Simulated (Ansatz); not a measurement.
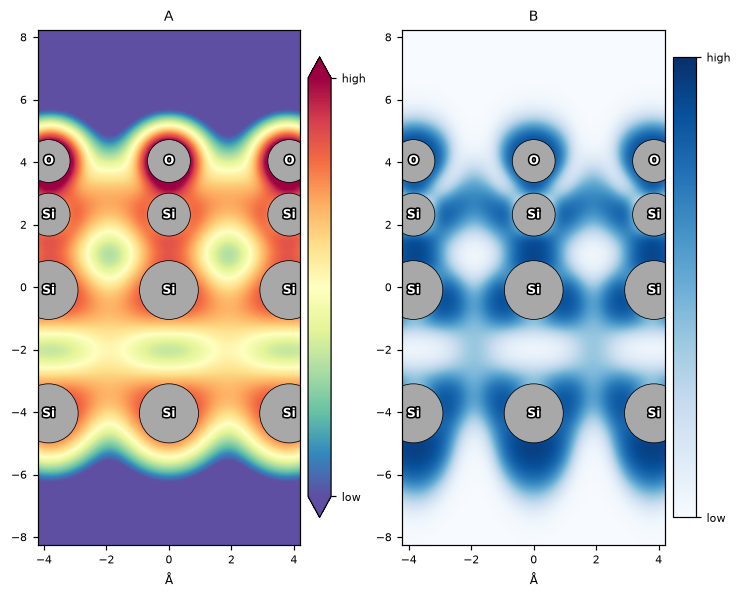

Si6O (slab): 2 fields on the (010) plane of the calculation cell, a cut from vacuum to vacuum, with unlabelled colour scales. Grey discs cover the atomic cores.

A point of a scan over the structure, not its minimum; not relaxed (largest force 0.6 eV/Å); PAW files of the earlier set (soft_1); spin-polarised.

Level of theory: DFT PBE, scalar-relativistic, plane waves, PAW (Ansatz).

The panels show electron localisation function and valence pseudo-density in some order. Assign them.

Panel A: valence pseudo-density. Panel B: electron localisation function. From the grid: Si–O (1.71 Å): ρ at the midpoint is about 1.1 e/Å³; the ELF peaks at about 0.85 between the atoms. Si–Si (2.41 Å): the density is about 0.49 e/Å³ at the midpoint; the ELF peaks at about 0.90 between the atoms.
